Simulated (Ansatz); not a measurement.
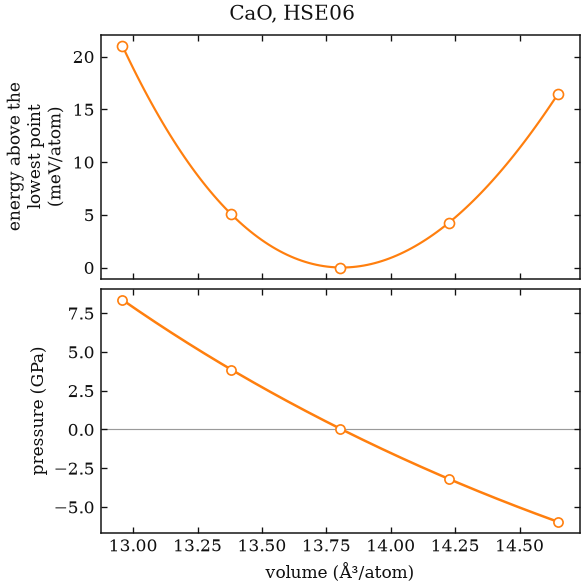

The picture above shows the energy above the lowest point and pressure against volume for CaO, space group Fm-3m (No. 225) (one of a set of cubic test structures, which need not be the stable phase).

Method: equation of state of a cubic crystal from periodic Kohn-Sham density functional theory without spin, third-order Birch-Murnaghan fit to the free energies; pressure corrected for the finite basis (Ansatz 0.2.0 development build). Level: HSE06.

```tsv
setting	value
structure type	rock salt
atoms in cell	2
space group number	225
lattice centring	face-centred primitive
k mesh	4×4×4
occupation method	Fermi–Dirac
occupation width	0.05 eV
wave cutoff	420 eV
datasets	soft-1 PAW
density tolerance	0 eV
bands	12
density cutoff ratio	4
search for lower states	default
exchange singularity	Wigner-Seitz
```

**Give the fitted equation-of-state parameters.**

A third-order Birch–Murnaghan fit gives V0 = 13.81 Å³/atom, B0 = 115 GPa and B′ = 4.2.

**How does the pressure vary with volume?**

It falls from 8.4 GPa at volume 12.96 Å³/atom to −5.9 GPa at 14.65 Å³/atom, and changes sign near 13.81 Å³/atom.
